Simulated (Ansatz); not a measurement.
## BaTiO3: a changed input and its effect

System: BaTiO3 (Pm-3m, 10 atoms in the cell).
Method of run 1: DFT with r2SCAN, PAW plane waves, Ueff = 2.45 eV on Ti d, no spin polarisation (Ansatz 0.2.0).

The structure derives from an entry of the Crystallography Open Database. Text and figures count atoms from 1; the logs count them from 0 in places.

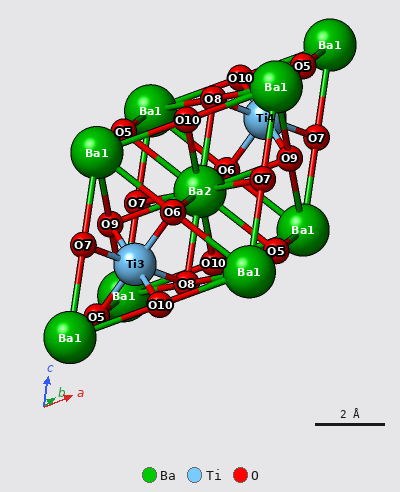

Fig. 1: The input geometry (ball-and-stick view of the cell of the calculation, seen slightly off an axis; atoms are numbered from 1 in the order of the input).

## Input file, run 1
```yaml
crystal:
  lattice:
    - [4.02119589, 4.02119589, 0.0]
    - [0.0, 4.02119589, 4.02119589]
    - [4.02119589, 0.0, 4.02119589]
  atoms:
    - { symbol: Ba, position: [0.0, 0.0, 0.0] }
    - { symbol: Ba, position: [0.5, 0.5, 0.5] }
    - { symbol: Ti, position: [0.25, 0.25, 0.25] }
    - { symbol: Ti, position: [0.75, 0.75, 0.75] }
    - { symbol: O, position: [0.0, 0.5, 0.0] }
    - { symbol: O, position: [0.5, 0.0, 0.5] }
    - { symbol: O, position: [0.0, 0.0, 0.5] }
    - { symbol: O, position: [0.5, 0.5, 0.0] }
    - { symbol: O, position: [0.0, 0.5, 0.5] }
    - { symbol: O, position: [0.5, 0.0, 0.0] }
  symmetry: { tolerance: 0.0003 }
kpoints:
  mp_grid: { grid: [4, 4, 4], shift: [0, 0, 0] }
magnetization:
  spin_polarized: false
scf:
  occupations: { method: fermi_dirac, width: 0.0332 }
hamiltonian:
  pseudopotentials: { kind: paw }
  xc: r2scan
  hubbard:
    projectors: all-electron-ortho-atomic
    sites: [{ species: Ti, l: d, u_eff: 2.45 }]
basis:
  ecutwfc: 500
output:
  forces: true
  stress: true
  eigenvalues: true
```

Command:
```bash
ansatz run input.yaml --threads 1 --pin off --max-ram 2560MiB --backend cpu --events-out ev --progress --plain --runs-dir out
```

Hardware: 1 thread of Intel Xeon (Sapphire Rapids), 64 GiB of memory available, shared host.

## Output, shortened to warnings, some set-up lines, iterations and results (run 1)
```
Basis set: ecut = 500 eV, 3287 PW (Γ), exchange–correlation on 180×180×180 points (64 copies of the dense FFT grid, shifted against one another)
Symmetry: 96 space group operations
k-points: 8 of 64
Initial density: superposition of atomic densities (chi_scale 0.1, normalization cell, long waves of neutral atoms under a Hubbard term (reshape's long-wave potential 0.00 eV rms, cloud 2.81 Å wide))
[...]
SCF iter   1: F=—  HF=-20363.936952 eV  |F-HF|=—  |Δ(HF+E_count)|=         —  Δρ=6.42e-2  dr2=7.40e0  dr2_τ=6.24e-1  ethr=3.10e-3  ⟨swp⟩=7.6  Hψ=1781  notcnv=0
SCF iter   2: F=—  HF=-20363.378097 eV  |F-HF|=—  |Δ(HF+E_count)|=   5.59e-1  Δρ=3.29e-2  dr2=1.09e0  dr2_τ=1.74e-1  ethr=3.10e-3  ⟨swp⟩=3.8  Hψ=920  notcnv=0  defer=20
SCF iter   3: F=—  HF=-20363.391355 eV  |F-HF|=—  |Δ(HF+E_count)|=   1.33e-2  Δρ=1.35e-2  dr2=2.77e-1  dr2_τ=2.29e-2  ethr=1.36e-3  ⟨swp⟩=2.4  Hψ=580  notcnv=0  defer=20
SCF iter   4: F=—  HF=-20363.401006 eV  |F-HF|=—  |Δ(HF+E_count)|=   9.65e-3  Δρ=6.09e-3  dr2=4.17e-2  dr2_τ=6.04e-3  ethr=3.46e-4  ⟨swp⟩=2.8  Hψ=693  notcnv=0  defer=20
SCF iter   5: F=—  HF=-20363.399579 eV  |F-HF|=—  |Δ(HF+E_count)|=   1.43e-3  Δρ=1.71e-3  dr2=3.80e-3  dr2_τ=3.25e-4  ethr=5.21e-5  ⟨swp⟩=3.4  Hψ=677  notcnv=0  defer=17
SCF iter   6: F=—  HF=-20363.399565 eV  |F-HF|=—  |Δ(HF+E_count)|=   1.44e-5  Δρ=3.82e-4  dr2=2.28e-4  dr2_τ=1.55e-5  ethr=4.75e-6  ⟨swp⟩=2.2  Hψ=632  notcnv=0  defer=17
SCF iter   7: F=—  HF=-20363.399561 eV  |F-HF|=—  |Δ(HF+E_count)|=   3.27e-6  Δρ=8.68e-5  dr2=1.00e-5  dr2_τ=3.35e-7  ethr=2.85e-7  ⟨swp⟩=2.6  Hψ=525  notcnv=0  defer=17
SCF iter   8: F=—  HF=-20363.399663 eV  |F-HF|=—  |Δ(HF+E_count)|=   1.02e-4  Δρ=9.31e-6  dr2=9.35e-8  dr2_τ=5.72e-9  ethr=1.25e-10  ⟨swp⟩=10.1  Hψ=2213  notcnv=0
SCF iter   9: F=-20363.399663 eV  HF=-20363.399663 eV  |F-HF|=1.62e-9  |Δ(HF+E_count)|=   5.71e-8  Δρ=1.51e-6  dr2=3.10e-9  dr2_τ=1.07e-10  ethr=1.17e-10  ⟨swp⟩=2.0  Hψ=1355  …
SCF 1 converged in 9 iterations: F = -20363.399663 eV  dr2 = 3.10e-9
SCF converged after 9 iterations
Free energy (F): -20363.399663 eV
Harris-Foulkes:  -20363.399663 eV  (|F-HF|=1.62e-9)
Internal energy: -20363.399663 eV  (E = F + TS)
E sigma→0 (E₀):  -20363.399663 eV
Fermi energy:    11.114274 eV
--- Per-component energies (eV) ---
  E_band       = -367.545802
  E_kinetic    = 1943.221963
  E_local      = -4208.521207  (includes V_loc(G=0)·N_el)
  E_nonlocal   = 396.466386
  E_hartree    = 1635.834513
  E_xc         = -950.279021
  E_vxc        = -1207.838738  (∫ρ·V_xc dr)
  E_hubbard    = 4.073732  (on-site DFT+U / exact-exchange correction)
  E_vhub       = 2.858809  (the Hubbard potential's part of the band-sum identity)
  E_paw        = -13568.133560  (= ΣΔE_a)
  E_vpaw       = -638.874048  (= ΣTr[D̂ρ^β])
  E_aug_tail   = 0.006444  (compensation charges beyond the density's cutoff)
  E_vtau       = 73.466883  (kinetic-family band-sum trace: ∫τ·v_τ [+ j·A + Jᵃ·Aᵃ] dr)
  E_ewald      = -5615.511186
  E_core_change = -0.557728  (= ΣΔE_core)
  E_smearing   = -0.000000  (= −TS)
  E_closure    = -0.000000  (closes the sum)
  Σ components = -20363.399663   (vs F -20363.399663, Δ=0.00e0)
--- Forces (eV/Å), atoms counted from 1 ---
  atom   1  Ba     0.00000000    -0.00000000    -0.00000000
  atom   2  Ba     0.00000000    -0.00000000    -0.00000000
  atom   3  Ti     0.00000000    -0.00000000    -0.00000000
  atom   4  Ti     0.00000000     0.00000000    -0.00000000
  atom   5  O      0.00000000    -0.00000000     0.00000000
  atom   6  O      0.00000000    -0.00000000    -0.00000000
  atom   7  O      0.00000000    -0.00000000    -0.00000000
  atom   8  O      0.00000000     0.00000000    -0.00000000
  atom   9  O      0.00000000    -0.00000000     0.00000000
  atom  10  O      0.00000000    -0.00000000    -0.00000000
  max |Σ_I F_I| component: 1.08e-27 eV/Å
--- Stress (GPa, compression-positive) ---
       -2.770023      -0.000000      -0.000000
       -0.000000      -2.770023      -0.000000
        0.000000      -0.000000      -2.770023
  P = ⅓ Tr σ = -2.7700 GPa (-27.700 kbar)
Occupation matrices written to [file]
```

The input of run 2 differs as follows (lines with − go, lines with + come):
```diff
+  initial_density: { chi_scale: 0.0 }
-  ecutwfc: 500
+  ecutwfc: "350 eV"
```

What does this change do to the results?

The free energy of run 2 is 48.3 meV per atom higher, which comes mainly from the change of cutoff or grids; a solver setting shouldn't move a converged energy. More plane waves can only lower the energy of a fixed Hamiltonian, so the higher cutoff gives the lower value. The SCF takes 10 iterations against 9. The plane waves at Γ go from 3287 to 1917. On the same kind of shared host run 2 took about 0.62 times as long.

## Output, shortened to warnings, some set-up lines, iterations and results (run 2)
```
Warning: basis.ecutwfc = 350 eV is below the records' recommended 500 eV, and the density's cutoff is lower with it unless basis.ecutrho_ratio is high enough to keep the records' density cutoff: compare with a run at a higher cutoff
Basis set: ecut = 350 eV, 1917 PW (Γ), exchange–correlation on 144×144×144 points (64 copies of the dense FFT grid, shifted against one another)
Symmetry: 96 space group operations
k-points: 8 of 64
Initial density: superposition of atomic densities (chi_scale 0, normalization cell)
[...]
SCF iter   1: F=—  HF=-20377.078792 eV  |F-HF|=—  |Δ(HF+E_count)|=         —  Δρ=1.92e-1  dr2=5.55e1  dr2_τ=3.94e0  ethr=3.10e-3  ⟨swp⟩=6.8  Hψ=1672  notcnv=0
SCF iter   2: F=—  HF=-20362.967705 eV  |F-HF|=—  |Δ(HF+E_count)|=    1.41e1  Δρ=7.50e-2  dr2=3.06e0  dr2_τ=2.46e0  ethr=3.10e-3  ⟨swp⟩=3.6  Hψ=1062  notcnv=0  defer=17
SCF iter   3: F=—  HF=-20362.956245 eV  |F-HF|=—  |Δ(HF+E_count)|=   1.15e-2  Δρ=2.98e-2  dr2=8.26e-1  dr2_τ=3.95e-2  ethr=3.10e-3  ⟨swp⟩=2.4  Hψ=713  notcnv=0  defer=17
SCF iter   4: F=—  HF=-20363.114249 eV  |F-HF|=—  |Δ(HF+E_count)|=   1.58e-1  Δρ=2.57e-2  dr2=1.08e0  dr2_τ=5.72e-2  ethr=1.03e-3  ⟨swp⟩=3.0  Hψ=884  notcnv=0  defer=17
SCF iter   5: F=—  HF=-20363.010407 eV  |F-HF|=—  |Δ(HF+E_count)|=   1.04e-1  Δρ=1.70e-2  dr2=4.95e-1  dr2_τ=1.06e-2  ethr=1.03e-3  ⟨swp⟩=2.0  Hψ=529  notcnv=0  defer=17
SCF iter   6: F=—  HF=-20362.917573 eV  |F-HF|=—  |Δ(HF+E_count)|=   9.28e-2  Δρ=1.99e-3  dr2=6.45e-3  dr2_τ=7.81e-5  ethr=6.19e-4  ⟨swp⟩=2.6  Hψ=594  notcnv=0  defer=17
SCF iter   7: F=—  HF=-20362.917117 eV  |F-HF|=—  |Δ(HF+E_count)|=   4.56e-4  Δρ=6.05e-4  dr2=5.74e-4  dr2_τ=4.90e-5  ethr=8.06e-6  ⟨swp⟩=2.0  Hψ=812  notcnv=0  defer=17
SCF iter   8: F=—  HF=-20362.917031 eV  |F-HF|=—  |Δ(HF+E_count)|=   8.56e-5  Δρ=1.40e-4  dr2=3.34e-5  dr2_τ=2.36e-7  ethr=7.18e-7  ⟨swp⟩=2.0  Hψ=406  notcnv=0  defer=17
SCF iter   9: F=—  HF=-20362.917016 eV  |F-HF|=—  |Δ(HF+E_count)|=   1.56e-5  Δρ=4.94e-5  dr2=4.35e-6  dr2_τ=7.63e-8  ethr=4.18e-8  ⟨swp⟩=1.6  Hψ=402  notcnv=0  defer=17
SCF iter  10: F=-20362.917015 eV  HF=-20362.917015 eV  |F-HF|=1.90e-8  |Δ(HF+E_count)|=   6.64e-7  Δρ=3.30e-6  dr2=2.41e-8  dr2_τ=6.06e-10  ethr=1.25e-10  ⟨swp⟩=10.8  Hψ=2145 …
SCF 1 converged in 10 iterations: F = -20362.917015 eV  dr2 = 2.41e-8
SCF converged after 10 iterations
Free energy (F): -20362.917015 eV
Harris-Foulkes:  -20362.917015 eV  (|F-HF|=1.90e-8)
Internal energy: -20362.917015 eV  (E = F + TS)
E sigma→0 (E₀):  -20362.917015 eV
Fermi energy:    11.110005 eV
--- Per-component energies (eV) ---
  E_band       = -368.063160
  E_kinetic    = 1949.256536
  E_local      = -4208.141125  (includes V_loc(G=0)·N_el)
  E_nonlocal   = 391.153310
  E_hartree    = 1635.417148
  E_xc         = -951.838070
  E_vxc        = -1210.287478  (∫ρ·V_xc dr)
  E_hubbard    = 4.074080  (on-site DFT+U / exact-exchange correction)
  E_vhub       = 2.859322  (the Hubbard potential's part of the band-sum identity)
  E_paw        = -13566.791046  (= ΣΔE_a)
  E_vpaw       = -637.514078  (= ΣTr[D̂ρ^β])
  E_aug_tail   = 0.021068  (compensation charges beyond the density's cutoff)
  E_vtau       = 73.746165  (kinetic-family band-sum trace: ∫τ·v_τ [+ j·A + Jᵃ·Aᵃ] dr)
  E_ewald      = -5615.511186
  E_core_change = -0.557728  (= ΣΔE_core)
  E_smearing   = -0.000000  (= −TS)
  E_closure    = 0.000000  (closes the sum)
  Σ components = -20362.917015   (vs F -20362.917015, Δ=0.00e0)
--- Forces (eV/Å), atoms counted from 1 ---
  atom   1  Ba     0.00000000    -0.00000000     0.00000000
  atom   2  Ba     0.00000000     0.00000000     0.00000000
  atom   3  Ti    -0.00000000     0.00000000     0.00000000
  atom   4  Ti    -0.00000000     0.00000000     0.00000000
  atom   5  O      0.00000000     0.00000000    -0.00000000
  atom   6  O      0.00000000     0.00000000    -0.00000000
  atom   7  O      0.00000000    -0.00000000     0.00000000
  atom   8  O      0.00000000    -0.00000000     0.00000000
  atom   9  O      0.00000000     0.00000000    -0.00000000
  atom  10  O      0.00000000     0.00000000     0.00000000
  max |Σ_I F_I| component: 8.62e-27 eV/Å
--- Stress (GPa, compression-positive) ---
       -2.769979      -0.000000      -0.000000
       -0.000000      -2.769979       0.000000
       -0.000000       0.000000      -2.769979
  P = ⅓ Tr σ = -2.7700 GPa (-27.700 kbar)
Occupation matrices written to [file]
```

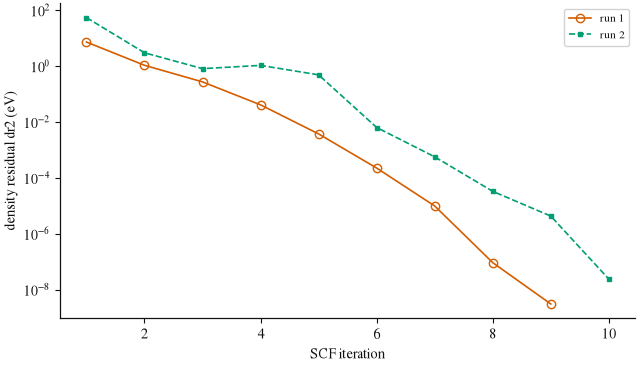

Fig. 2: Convergence of the two runs: density residual dr2 against the SCF iteration. Run 1 takes 9 iterations in all, and run 2 takes 10.

## The two runs side by side

| quantity | run 1 | run 2 |
| --- | --- | --- |
| outcome | converged | converged |
| free energy per atom (eV) | −2036.3400 | −2036.2917 |
| gap on the mesh (eV) | 2.41 | 2.41 |
| pressure (GPa) | −2.77 | −2.77 |
| largest force (eV/Å) | 0.000 | 0.000 |
| SCF iterations | 9 | 10 |
| irreducible k-points | 8 | 8 |
| plane waves at Γ | 3287 | 1917 |
| wall time (shared host) | 10 s | 6.2 s |

For run 2: These settings are looser than, or depart from, a standard set-up, so the numbers are not reference values for this system. Warnings: the cutoff is below the recommended one.
